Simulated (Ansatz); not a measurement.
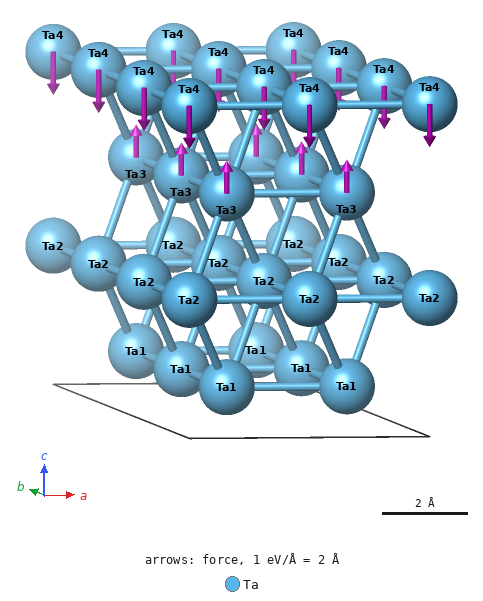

Starting geometry of a slab of composition Ta (cut from the Im-3m phase) with the computed forces as purple arrows. The picture is a ball-and-stick view of the 2 × 3 repeat of the cell, outlined in the plane, without the vacuum, seen slightly off an axis.

Case: clean slab, lower half held. The slab is the (1 1 0) face of Ta. 2 atoms are held fixed.

Method: DFT PBEsol, scalar-relativistic, plane waves, PAW in Ansatz.

The input:
```yaml
crystal:
  lattice:
    - [2.8410132457, 0.0, 0.0]
    - [-0.9470044152, 2.6785329753, 0.0]
    - [0.0, 0.0, 23.9590328043]
  atoms:
    - { symbol: Ta, position: [0.5, 0.5, 0.354772251] }
    - { symbol: Ta, position: [0.0, 0.0, 0.4515907503] }
    - { symbol: Ta, position: [0.5, 0.5, 0.5484092497] }
    - { symbol: Ta, position: [0.0, 0.0, 0.645227749] }
basis:
  ecutwfc: 420
kpoints:
  mp_grid: { grid: [11, 11, 1] }
hamiltonian:
  xc: pbesol
scf:
  occupations: { method: gaussian, width: 0.1 }
output:
  forces: true
  eigenvalues: true
  write_density: true
  write_potential: true
  elf: true
  volumetric_format: npy
relax:
  adjacent_minimum: "off"
  f_tol: 0.03
  max_steps: 70
  constraints: [{ sites: [0, 1] }]
efield:
  axis: 3
  dipole_correction: true
  ramp_width: 0.04
```

Run as
```bash
ansatz run input.yaml --threads 1 --pin off --max-ram 2560MiB --backend cpu --events-out ev --progress --plain --runs-dir out
```

Question: Is this structure relaxed? If not, where do the atoms go?

Answer: It isn't relaxed: the largest force vector, on Ta4, is 0.52 eV/Å. The final displacements follow the starting forces only in part (cosine between the two patterns 0.75). After 3 accepted moves (4 points after the start) the energy has fallen by 29.0 meV per cell of the calculation. The largest force component goes from 0.52 to 0.00069 eV/Å. The line search rejected the trial step at point 1 of the run. Ta4 moves most: 0.11 Å along the normal (−c). The lattice vectors keep their values. Some distances before and after: Ta3–Ta4 2.841 → 2.759 Å, Ta3–Ta4 (another image) 3.281 → 3.210 Å, Ta2–Ta3 2.841 → 2.834 Å, Ta2–Ta3 (another image) 3.281 → 3.275 Å. Bond angles that change, for instance: Ta3–Ta4–Ta3 70.5° → 73.0°. Cost: 49 s on 1 thread of Intel(R) Xeon(R) 6975P-C (Granite Rapids) (shared host), peak memory 0.54 GiB.
